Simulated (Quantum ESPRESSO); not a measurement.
# CdSe: valence-band photoemission, part 3 of 10

Wanted: projected DOS of CdSe, weighted into photoemission and X-ray emission spectra, at several levels of theory. Spin–orbit coupling is left out of the bands throughout.

Quantum ESPRESSO 7.5; DFT, PBEsol, plane waves, ultrasoft GBRV pseudopotentials, scalar-relativistic.

So far. Step 2 (The base run: self-consistent run): At this level the gap is 0.55 eV on the k-mesh of the self-consistent run, which can miss the band edges.

The database entry behind the starting cell differs from later determinations by our own check (inner coordinate of an old entry), so it need not match the best structure at ambient conditions.

## 4. Projected DOS and spectra

projwfc.x splits the states by atom and shell, which the spectra need, since each shell has its own cross section.

projwfc.in

```
&projwfc
  prefix = 'pes'
  outdir = './tmp'
  filpdos = 'pes'
  ngauss = 0
  degauss = 0.00735
  DeltaE = 0.05
  Emin = -22.52
  Emax = 17.48
/
```

The run is started by

```
> OMP_NUM_THREADS=1 mpirun -n 4 projwfc.x -nk 4 -in projwfc.in > projwfc.out
```

The log of the run:

```text
[banner, memory and clock lines left out]
Program PROJWFC v.7.5 starts

          URL

     ./tmp/pes.save/

     IMPORTANT: XC functional enforced from input :
     Exchange-correlation= PBESOL
                           (   1   4  10   8   0   0   0)
     Any further DFT definition will be discarded
     Please, verify this is what you really want

     G-vector sticks info

     Check: negative core charge=   -0.000001

     negative rho (up, down):  4.189E-02 0.000E+00

     Gaussian broadening (read from input): ngauss,degauss=   0    0.007350

     Calling projwave ....

  Problem Sizes
  natomwfc =           26
  nbnd     =           30
  nkstot   =           76
  npwx     =         3285
  nkb      =           72

     Atomic states used for projection
     (read from pseudopotential files):

     state #   1: atom   1 (Cd ), wfc  1 (l=2 m= 1)
     state #   2: atom   1 (Cd ), wfc  1 (l=2 m= 2)
     state #   3: atom   1 (Cd ), wfc  1 (l=2 m= 3)
     state #   4: atom   1 (Cd ), wfc  1 (l=2 m= 4)
     state #   5: atom   1 (Cd ), wfc  1 (l=2 m= 5)
     state #   6: atom   1 (Cd ), wfc  2 (l=0 m= 1)
     state #   7: atom   1 (Cd ), wfc  3 (l=1 m= 1)
     state #   8: atom   1 (Cd ), wfc  3 (l=1 m= 2)
     state #   9: atom   1 (Cd ), wfc  3 (l=1 m= 3)
     state #  10: atom   2 (Cd ), wfc  1 (l=2 m= 1)
     state #  11: atom   2 (Cd ), wfc  1 (l=2 m= 2)
     state #  12: atom   2 (Cd ), wfc  1 (l=2 m= 3)
     state #  13: atom   2 (Cd ), wfc  1 (l=2 m= 4)
     state #  14: atom   2 (Cd ), wfc  1 (l=2 m= 5)
     state #  15: atom   2 (Cd ), wfc  2 (l=0 m= 1)
     state #  16: atom   2 (Cd ), wfc  3 (l=1 m= 1)
     state #  17: atom   2 (Cd ), wfc  3 (l=1 m= 2)
     state #  18: atom   2 (Cd ), wfc  3 (l=1 m= 3)
     state #  19: atom   3 (Se ), wfc  1 (l=0 m= 1)
     state #  20: atom   3 (Se ), wfc  2 (l=1 m= 1)
     state #  21: atom   3 (Se ), wfc  2 (l=1 m= 2)
     state #  22: atom   3 (Se ), wfc  2 (l=1 m= 3)
     state #  23: atom   4 (Se ), wfc  1 (l=0 m= 1)
     state #  24: atom   4 (Se ), wfc  2 (l=1 m= 1)
     state #  25: atom   4 (Se ), wfc  2 (l=1 m= 2)
     state #  26: atom   4 (Se ), wfc  2 (l=1 m= 3)

 k =   0.0000000000  0.0000000000  0.0000000000
==== e(   1) =    -7.45583 eV ====
     psi = 0.379*[#  19]+0.379*[#  23]+0.120*[#   6]+0.120*[#  15]
    |psi|^2 = 0.999
==== e(   2) =    -7.07663 eV ====
     psi = 0.379*[#  19]+0.379*[#  23]+0.054*[#   7]+0.054*[#  16]+0.033*[#   6]
          +0.033*[#  15]+0.031*[#   1]+0.031*[#  10]+0.002*[#  20]+0.002*[#  24]

    |psi|^2 = 0.999
==== e(   3) =    -2.71221 eV ====
     psi = 0.176*[#   4]+0.176*[#   5]+0.176*[#  13]+0.176*[#  14]+0.056*[#   2]
          +0.056*[#   3]+0.056*[#  11]+0.056*[#  12]+0.017*[#  21]+0.017*[#  22]
          +0.017*[#  25]+0.017*[#  26]
    |psi|^2 = 0.999
==== e(   4) =    -2.71221 eV ====
     psi = 0.176*[#   4]+0.176*[#   5]+0.176*[#  13]+0.176*[#  14]+0.056*[#   2]
          +0.056*[#   3]+0.056*[#  11]+0.056*[#  12]+0.017*[#  21]+0.017*[#  22]
          +0.017*[#  25]+0.017*[#  26]
    |psi|^2 = 0.999
==== e(   5) =    -2.65615 eV ====
     psi = 0.217*[#   4]+0.217*[#   5]+0.217*[#  13]+0.217*[#  14]+0.018*[#   2]
          +0.018*[#   3]+0.018*[#  11]+0.018*[#  12]+0.014*[#  21]+0.014*[#  22]
          +0.014*[#  25]+0.014*[#  26]
    |psi|^2 = 0.999
==== e(   6) =    -2.65615 eV ====
     psi = 0.217*[#   4]+0.217*[#   5]+0.217*[#  13]+0.217*[#  14]+0.018*[#   2]
          +0.018*[#   3]+0.018*[#  11]+0.018*[#  12]+0.014*[#  21]+0.014*[#  22]
          +0.014*[#  25]+0.014*[#  26]
    |psi|^2 = 0.999
==== e(   7) =    -2.64867 eV ====
     psi = 0.470*[#   1]+0.470*[#  10]+0.029*[#  20]+0.029*[#  24]
    |psi|^2 = 0.999
==== e(   8) =    -2.34716 eV ====
     psi = 0.189*[#   2]+0.189*[#   3]+0.189*[#  11]+0.189*[#  12]+0.061*[#   4]
          +0.061*[#   5]+0.061*[#  13]+0.061*[#  14]
    |psi|^2 = 0.997
==== e(   9) =    -2.34716 eV ====
     psi = 0.189*[#   2]+0.189*[#   3]+0.189*[#  11]+0.189*[#  12]+0.061*[#   4]
          +0.061*[#   5]+0.061*[#  13]+0.061*[#  14]
    |psi|^2 = 0.997
==== e(  10) =    -2.28085 eV ====
     psi = 0.231*[#   2]+0.231*[#   3]+0.231*[#  11]+0.231*[#  12]+0.018*[#   4]
          +0.018*[#   5]+0.018*[#  13]+0.018*[#  14]
    |psi|^2 = 0.999
==== e(  11) =    -2.28085 eV ====
     psi = 0.231*[#   2]+0.231*[#   3]+0.231*[#  11]+0.231*[#  12]+0.018*[#   4]
          +0.018*[#   5]+0.018*[#  13]+0.018*[#  14]
    |psi|^2 = 0.999
==== e(  12) =    -2.00316 eV ====
     psi = 0.466*[#   1]+0.466*[#  10]+0.020*[#  19]+0.020*[#  23]+0.011*[#   7]
          +0.011*[#  16]+0.003*[#   6]+0.003*[#  15]
    |psi|^2 = 0.999
==== e(  13) =     0.87353 eV ====
     psi = 0.288*[#  20]+0.288*[#  24]+0.119*[#   6]+0.119*[#  15]+0.091*[#   7]
          +0.091*[#  16]
    |psi|^2 = 0.997
==== e(  14) =     4.45767 eV ====
     psi = 0.204*[#  21]+0.204*[#  22]+0.204*[#  25]+0.204*[#  26]+0.032*[#   8]
          +0.032*[#   9]+0.032*[#  17]+0.032*[#  18]+0.013*[#   4]+0.013*[#   5]
          +0.013*[#  13]+0.013*[#  14]
    |psi|^2 = 0.999
==== e(  15) =     4.45767 eV ====
     psi = 0.204*[#  21]+0.204*[#  22]+0.204*[#  25]+0.204*[#  26]+0.032*[#   8]
          +0.032*[#   9]+0.032*[#  17]+0.032*[#  18]+0.013*[#   4]+0.013*[#   5]
          +0.013*[#  13]+0.013*[#  14]
    |psi|^2 = 0.999
==== e(  16) =     5.17836 eV ====
     psi = 0.448*[#  20]+0.448*[#  24]+0.028*[#   1]+0.028*[#  10]+0.010*[#   6]
          +0.010*[#  15]+0.010*[#   7]+0.010*[#  16]+0.003*[#  19]+0.003*[#  23]

    |psi|^2 = 0.998
[...]
psi = 0.224*[#  21]+0.224*[#  22]+0.224*[#  25]+0.224*[#  26]+0.012*[#   4]
          +0.012*[#   5]+0.012*[#  13]+0.012*[#  14]+0.008*[#   8]+0.008*[#   9]
          +0.008*[#  17]+0.008*[#  18]+0.005*[#   2]+0.005*[#   3]+0.005*[#  11]
          +0.005*[#  12]
[...]
psi = 0.224*[#  21]+0.224*[#  22]+0.224*[#  25]+0.224*[#  26]+0.012*[#   4]
          +0.012*[#   5]+0.012*[#  13]+0.012*[#  14]+0.008*[#   8]+0.008*[#   9]
          +0.008*[#  17]+0.008*[#  18]+0.005*[#   2]+0.005*[#   3]+0.005*[#  11]
          +0.005*[#  12]
[...]
+0.011*[#  24]+0.002*[#   7]+0.002*[#  16]+0.001*[#   1]+0.001*[#  10]

[...]
+0.078*[#  23]+0.023*[#  20]+0.023*[#  24]+0.001*[#   1]+0.001*[#  10]

[...]
+0.007*[#  22]+0.007*[#  25]+0.007*[#  26]
[...]
+0.007*[#  22]+0.007*[#  25]+0.007*[#  26]
[...]
psi = 0.429*[#   7]+0.429*[#  16]+0.009*[#  20]+0.009*[#  24]
[...]
+0.028*[#  22]+0.028*[#  25]+0.028*[#  26]
[...]
+0.015*[#  25]+0.015*[#  26]
[...]
+0.015*[#  25]+0.015*[#  26]
[...]
+0.002*[#  12]
[...]
+0.002*[#  12]
[...]
+0.004*[#  12]
[...]
+0.004*[#  12]
[...]
psi = 0.010*[#   8]+0.010*[#   9]+0.010*[#  17]+0.010*[#  18]
[...]
psi = 0.010*[#   8]+0.010*[#   9]+0.010*[#  17]+0.010*[#  18]
[...]
k =   0.0000000000  0.0000000000 -0.3062678063
[...]
+0.016*[#  25]+0.016*[#  26]
[...]
+0.016*[#  25]+0.016*[#  26]
[...]
psi = 0.011*[#   8]+0.011*[#   9]+0.011*[#  17]+0.011*[#  18]
[...]
psi = 0.011*[#   8]+0.011*[#   9]+0.011*[#  17]+0.011*[#  18]
[...]
k =   0.0000000000  0.0962250449  0.0000000000
[...]
+0.003*[#  17]+0.003*[#  18]+0.002*[#  20]+0.002*[#  24]
[...]
+0.003*[#  25]+0.003*[#  26]+0.002*[#   6]+0.002*[#  15]
[...]
+0.005*[#   6]+0.005*[#  15]+0.003*[#  19]+0.003*[#  23]
[...]
psi = 0.003*[#   8]+0.003*[#   9]+0.003*[#  17]+0.003*[#  18]
[...]
k =   0.0000000000  0.0962250449  0.1020892688
[...]
+0.003*[#  17]+0.003*[#  18]+0.002*[#  20]+0.002*[#  24]
[...]
+0.017*[#  21]+0.017*[#  22]+0.017*[#  25]+0.017*[#  26]
[...]
+0.014*[#  21]+0.014*[#  22]+0.014*[#  25]+0.014*[#  26]
[...]
+0.003*[#  11]+0.003*[#  12]+0.002*[#   6]+0.002*[#  15]
[...]
+0.002*[#  21]+0.002*[#  22]+0.002*[#  25]+0.002*[#  26]
[...]
+0.002*[#  11]+0.002*[#  12]+0.001*[#   6]+0.001*[#  15]
[...]
+0.003*[#  21]+0.003*[#  22]+0.003*[#  25]+0.003*[#  26]
[...]
psi = 0.005*[#   8]+0.005*[#   9]+0.005*[#  17]+0.005*[#  18]
[...]
k =   0.0000000000  0.0962250449  0.2041785375
[...]
+0.003*[#  17]+0.003*[#  18]+0.001*[#  20]+0.001*[#  24]
[...]
+0.016*[#  21]+0.016*[#  22]+0.016*[#  25]+0.016*[#  26]
[...]
+0.015*[#  25]+0.015*[#  26]+0.014*[#   1]+0.014*[#  10]
[...]
+0.003*[#  21]+0.003*[#  22]+0.003*[#  25]+0.003*[#  26]
[...]
+0.002*[#   2]+0.002*[#   3]+0.002*[#  11]+0.002*[#  12]
[...]
psi = 0.008*[#   8]+0.008*[#   9]+0.008*[#  17]+0.008*[#  18]
[...]
k =   0.0000000000  0.0962250449 -0.3062678063
[...]
+0.004*[#  17]+0.004*[#  18]+0.001*[#  20]+0.001*[#  24]
[...]
+0.004*[#  17]+0.004*[#  18]+0.001*[#  20]+0.001*[#  24]
[...]
+0.016*[#  21]+0.016*[#  22]+0.016*[#  25]+0.016*[#  26]
[...]
+0.016*[#  21]+0.016*[#  22]+0.016*[#  25]+0.016*[#  26]
[...]
psi = 0.010*[#   8]+0.010*[#   9]+0.010*[#  17]+0.010*[#  18]
[...]
psi = 0.010*[#   8]+0.010*[#   9]+0.010*[#  17]+0.010*[#  18]
[...]
k =   0.0000000000  0.1924500897  0.0000000000
[...]
+0.002*[#   7]+0.002*[#  16]+0.002*[#  20]+0.002*[#  24]
[...]
+0.001*[#   8]+0.001*[#   9]+0.001*[#  17]+0.001*[#  18]
[...]
k =   0.0000000000  0.1924500897  0.1020892688
[...]
+0.003*[#  20]+0.003*[#  24]+0.002*[#   7]+0.002*[#  16]
[...]
psi = 0.003*[#   8]+0.003*[#   9]+0.003*[#  17]+0.003*[#  18]
[...]
k =   0.0000000000  0.1924500897  0.2041785375
[...]
+0.001*[#   2]+0.001*[#   3]+0.001*[#  11]+0.001*[#  12]
[...]
psi = 0.006*[#   8]+0.006*[#   9]+0.006*[#  17]+0.006*[#  18]
[...]
+0.002*[#  25]+0.002*[#  26]+0.001*[#  20]+0.001*[#  24]
[...]
k =   0.0000000000  0.1924500897 -0.3062678063
[...]
+0.002*[#  25]+0.002*[#  26]
[...]
+0.002*[#  25]+0.002*[#  26]
[...]
+0.018*[#  23]+0.001*[#   1]+0.001*[#  10]
[...]
+0.027*[#  22]+0.027*[#  25]+0.027*[#  26]
[...]
+0.027*[#  22]+0.027*[#  25]+0.027*[#  26]
[...]
+0.001*[#  25]+0.001*[#  26]
[...]
+0.001*[#  25]+0.001*[#  26]
[...]
psi = 0.008*[#   8]+0.008*[#   9]+0.008*[#  17]+0.008*[#  18]
[...]
psi = 0.008*[#   8]+0.008*[#   9]+0.008*[#  17]+0.008*[#  18]
[...]
k =   0.0000000000  0.2886751346  0.0000000000
[...]
[... cut ...]
*[#  14]+0.009*[#   1]+0.009*[#  10]+0.005*[#   6]
[...]
+0.012*[#  25]+0.012*[#  26]+0.004*[#   1]+0.004*[#  10]
[...]
+0.002*[#  24]+0.001*[#   6]+0.001*[#  15]
[...]
+0.002*[#  15]+0.001*[#  20]+0.001*[#  24]
[...]
+0.001*[#  20]+0.001*[#  24]
[...]
+0.002*[#  13]+0.002*[#  14]
[...]
+0.002*[#   5]+0.002*[#  13]+0.002*[#  14]
[...]
k =   0.2500000000  0.4330127019 -0.3062678063
[...]
+0.002*[#  15]+0.002*[#  20]+0.002*[#  24]
[...]
+0.002*[#  15]+0.002*[#  20]+0.002*[#  24]
[...]
+0.001*[#  19]+0.001*[#  23]
[...]
+0.001*[#  19]+0.001*[#  23]
[...]
==== e(  21) =    10.62018 eV ====
     psi = 0.114*[#   7]+0.114*[#  16]+0.096*[#   6]+0.096*[#  15]+0.061*[#  21]
[...]
+0.001*[#  24]
    |psi|^2 = 0.907
==== e(  22) =    10.62018 eV ====
     psi = 0.114*[#   7]+0.114*[#  16]+0.096*[#   6]+0.096*[#  15]+0.061*[#  21]
[...]
+0.001*[#  24]
    |psi|^2 = 0.907
==== e(  23) =    11.47806 eV ====
     psi = 0.084*[#   8]+0.084*[#   9]+0.084*[#  17]+0.084*[#  18]+0.077*[#   7]
[...]
+0.009*[#  23]
    |psi|^2 = 0.768
==== e(  24) =    11.47806 eV ====
     psi = 0.084*[#   8]+0.084*[#   9]+0.084*[#  17]+0.084*[#  18]+0.077*[#   7]
[...]
+0.009*[#  23]
    |psi|^2 = 0.768
==== e(  25) =    12.78635 eV ====
     psi = 0.079*[#   8]+0.079*[#   9]+0.079*[#  17]+0.079*[#  18]+0.025*[#   7]
          +0.025*[#  16]+0.022*[#  20]+0.022*[#  24]+0.011*[#  19]+0.011*[#  23]
          +0.009*[#  21]+0.009*[#  22]+0.009*[#  25]+0.009*[#  26]+0.007*[#   6]
          +0.007*[#  15]
    |psi|^2 = 0.482
==== e(  26) =    12.78635 eV ====
     psi = 0.079*[#   8]+0.079*[#   9]+0.079*[#  17]+0.079*[#  18]+0.025*[#   7]
          +0.025*[#  16]+0.022*[#  20]+0.022*[#  24]+0.011*[#  19]+0.011*[#  23]
          +0.009*[#  21]+0.009*[#  22]+0.009*[#  25]+0.009*[#  26]+0.007*[#   6]
          +0.007*[#  15]
    |psi|^2 = 0.482
==== e(  27) =    15.29503 eV ====
     psi = 0.056*[#   8]+0.056*[#   9]+0.056*[#  17]+0.056*[#  18]+0.044*[#   7]
          +0.044*[#  16]+0.019*[#  20]+0.019*[#  24]+0.011*[#   6]+0.011*[#  15]
          +0.009*[#  21]+0.009*[#  22]+0.009*[#  25]+0.009*[#  26]+0.003*[#  19]
          +0.003*[#  23]
    |psi|^2 = 0.415
==== e(  28) =    15.29503 eV ====
     psi = 0.056*[#   8]+0.056*[#   9]+0.056*[#  17]+0.056*[#  18]+0.044*[#   7]
          +0.044*[#  16]+0.019*[#  20]+0.019*[#  24]+0.011*[#   6]+0.011*[#  15]
          +0.009*[#  21]+0.009*[#  22]+0.009*[#  25]+0.009*[#  26]+0.003*[#  19]
          +0.003*[#  23]
    |psi|^2 = 0.
```

Elapsed: 1.6 s, on 4 MPI ranks of Arm Neoverse V1, shared host; 6.7 s of CPU time.

Numbers from this step:

```yaml
zero_of_energy: valence-band maximum
gap_from_the_dos_mesh: 0.548 eV
share_of_occupied_states_in_no_projected_shell: 0.0017 of the occupied states in the window
```

The DOS has structure finer than the step of the table below, so its rows give means over 1 eV, whole bins alone (the curve runs from -12.9 to 9.87 eV). Peaks (eV: height): total -12.2: 13.4, -7.5: 39.7, -1.1: 5.41, 5.1: 4.86; Cd 4d -7.5: 39; Se 4p -7.7: 1.55, -4.1: 2.75, -2.0: 2.65, -1.1: 4.21; Se 4s -12.2: 9.91; Cd 5p -12.2: 2.15, 5.0: 2.52, 6.4: 2.87, 7.6: 1.78.

DOS against E, zero at the valence-band maximum; means over each step; values in states/eV/cell:

| E (eV) | total | Cd 4d | Se 4p | Se 4s | Cd 5p | Cd 5s |
| --- | --- | --- | --- | --- | --- | --- |
| -12 | 3.71 | 0.239 | 0.00559 | 2.74 | 0.575 | 0.149 |
| -11 | 0 | 0 | 0 | 0 | 0 | 0 |
| -10 | 0 | 0 | 0 | 0 | 0 | 0 |
| -9 | 0 | 0 | 0 | 0 | 0 | 0 |
| -8 | 13.7 | 13.2 | 0.462 | 0.0102 | 0.0298 | 0.0253 |
| -7 | 6.29 | 6.00 | 0.0533 | 0.128 | 0.0721 | 0.0297 |
| -6 | 0 | 0 | 0 | 0 | 0 | 0 |
| -5 | 0.00949 | 2.3e-4 | 0.00542 | 2.2e-5 | 8.0e-4 | 0.00298 |
| -4 | 2.80 | 0.0899 | 1.60 | 0.0420 | 0.173 | 0.889 |
| -3 | 1.43 | 0.0691 | 0.841 | 0.0527 | 0.236 | 0.233 |
| -2 | 3.04 | 0.118 | 2.07 | 0.0328 | 0.682 | 0.126 |
| -1 | 4.14 | 0.194 | 3.24 | 0.0163 | 0.631 | 0.0525 |
| 0 | 0.578 | 0.0343 | 0.498 | 6.4e-4 | 0.0426 | 0.00150 |
| 1 | 0.0266 | 3.1e-4 | 0.00684 | 0.00417 | 0.00165 | 0.0132 |
| 2 | 0.290 | 0.00168 | 0.0643 | 0.0412 | 0.0506 | 0.126 |
| 3 | 2.11 | 0.00840 | 0.342 | 0.259 | 0.645 | 0.761 |
| 4 | 1.51 | 0.00663 | 0.324 | 0.111 | 0.385 | 0.571 |
| 5 | 3.17 | 0.0185 | 0.614 | 0.0980 | 1.55 | 0.495 |
| 6 | 2.87 | 0.0103 | 0.402 | 0.0715 | 1.73 | 0.153 |
| 7 | 2.95 | 0.0103 | 0.473 | 0.0448 | 1.63 | 0.0873 |
| 8 | 2.66 | 0.00661 | 0.354 | 0.0446 | 1.18 | 0.0815 |
| 9 | 1.89 | 0.00395 | 0.145 | 0.0198 | 0.568 | 0.0259 |

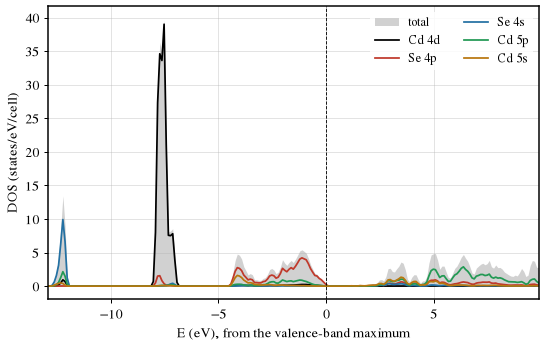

DOS against E.

This run's widths, added to any smearing of the DOS itself: Gaussian 0.3 eV, Lorentzian 0.1 eV plus 0.03 an eV of depth. The intensity by binding energy, zero at the valence-band maximum; values in % of the maximum within 13 eV:

| binding energy (eV) | 21.2 eV | 60 eV | 1486.7 eV | 9251.7 eV |
| --- | --- | --- | --- | --- |
| 0 | 12.0 | 0.264 | 0.918 | 2.30 |
| 2 | 58.5 | 0.922 | 4.36 | 13.9 |
| 4 | 50.0 | 1.11 | 4.72 | 23.9 |
| 6 | 2.64 | 2.18 | 2.24 | 2.72 |
| 8 | 46.6 | 45.9 | 46.1 | 46.3 |
| 10 | 0.956 | 0.922 | 1.04 | 2.38 |
| 12 | - | 1.89 | 7.00 | 68.3 |

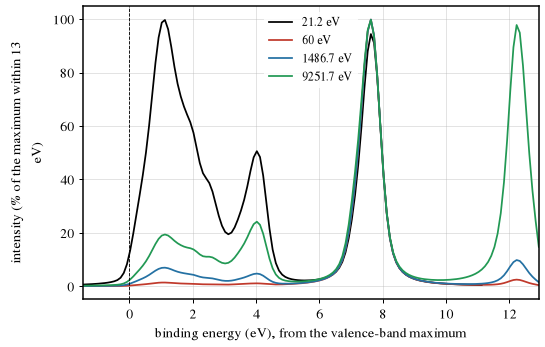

Intensity, plotted against binding energy.

Maxima picked by a test of local sharpness, so broad peaks and shoulders can be missing; peaks within 0.45 eV of a curve's cut are left out. Valence peaks, by row:

| photon energy (eV) | binding energy (eV) | height (% of the maximum within 13 eV) | main shell | its share (%) |
| --- | --- | --- | --- | --- |
| 21.2 | 7.651 | 94.84 | Cd 4d | 83.55 |
| 21.2 | 4.051 | 50.63 | Se 4p | 97.67 |
| 21.2 | 1.101 | 100 | Se 4p | 97.52 |
| 60 | 7.601 | 100 | Cd 4d | 99.94 |
| 1487 | 12.25 | 9.882 | Se 4s | 81.45 |
| 1487 | 7.601 | 100 | Cd 4d | 98.94 |
| 1487 | 4.001 | 4.764 | Se 4p | 58.34 |
| 1487 | 1.101 | 6.996 | Se 4p | 78.56 |
| 9252 | 12.25 | 98.48 | Se 4s | 95.06 |
| 9252 | 7.601 | 100 | Cd 4d | 94.67 |
| 9252 | 4.001 | 24.18 | Cd 5s | 56.83 |
| 9252 | 1.101 | 19.4 | Se 4p | 79.5 |

The intensity has structure finer than the step of the table below, so its rows give means over 1 eV, whole bins alone (the curve runs from -12.9 to 1.47 eV). Peaks (eV: height): Se K-beta valence -1.4: 100.0; Se K-beta valence, E along x -1.4: 97.9; Se K-beta valence, E along y -1.4: 97.9; Se K-beta valence, E along z -1.3: 105; Se L3-N1 -12.2: 99.7.

Shapes are the site's partial DOS without matrix elements, which overweights lines from ligand s bands. Table of intensity by emission energy less the core level's binding energy, zero at the valence-band maximum; means over each step; values in % of the unpolarised maximum:

| emission energy less the core level's binding energy (eV) | Se K-beta valence | Se K-beta valence, E along x | Se K-beta valence, E along y | Se K-beta valence, E along z | Se L3-N1 |
| --- | --- | --- | --- | --- | --- |
| -12 | 3.04 | 3.08 | 3.08 | 2.95 | 82.8 |
| -11 | 4.00 | 4.07 | 4.07 | 3.85 | 27.4 |
| -10 | 5.74 | 5.88 | 5.88 | 5.45 | 9.74 |
| -9 | 9.23 | 9.53 | 9.53 | 8.64 | 5.31 |
| -8 | 14.5 | 15.0 | 15.0 | 13.5 | 5.20 |
| -7 | 16.6 | 17.0 | 17.0 | 15.8 | 6.17 |
| -6 | 20.2 | 20.7 | 20.7 | 19.3 | 2.83 |
| -5 | 33.9 | 34.7 | 34.7 | 32.2 | 2.04 |
| -4 | 55.1 | 56.2 | 56.2 | 53.1 | 3.18 |
| -3 | 71.6 | 72.0 | 72.0 | 71.1 | 3.61 |
| -2 | 92.1 | 91.4 | 91.4 | 93.7 | 2.77 |
| -1 | 93.6 | 90.8 | 90.8 | 99.3 | 1.69 |
| 0 | 59.0 | 56.9 | 56.9 | 63.2 | 0.793 |

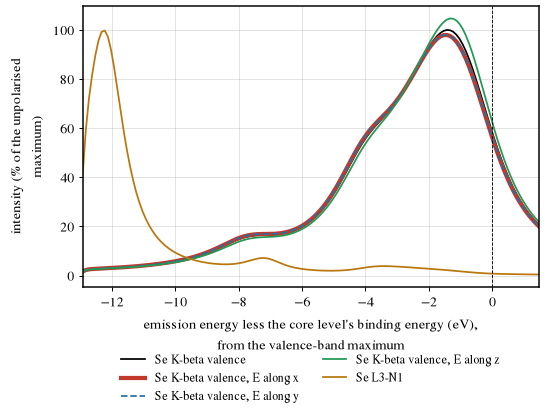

Intensity, plotted against emission energy less the core level's binding energy.

(Continued in part 4 of 10.)

[Logs are printed without paths, hosts, clocks, repeated set-up lines and the standing remarks that a program may print on its own settings, such as how far it seeks lower states.]

[Hosts, paths, dates, database ids (printed as entryN), source tags and the programs' standing remarks are cut or masked in the printed files.]

[Maps of the electrostatic potential energy from Ansatz leave out the sawtooth potential of an applied field or a dipole correction, so their vacuum need not be flat; work functions include it.]

[Peak lists hold at most the 14 tallest peaks of each spectrum; further lines can be left out.]
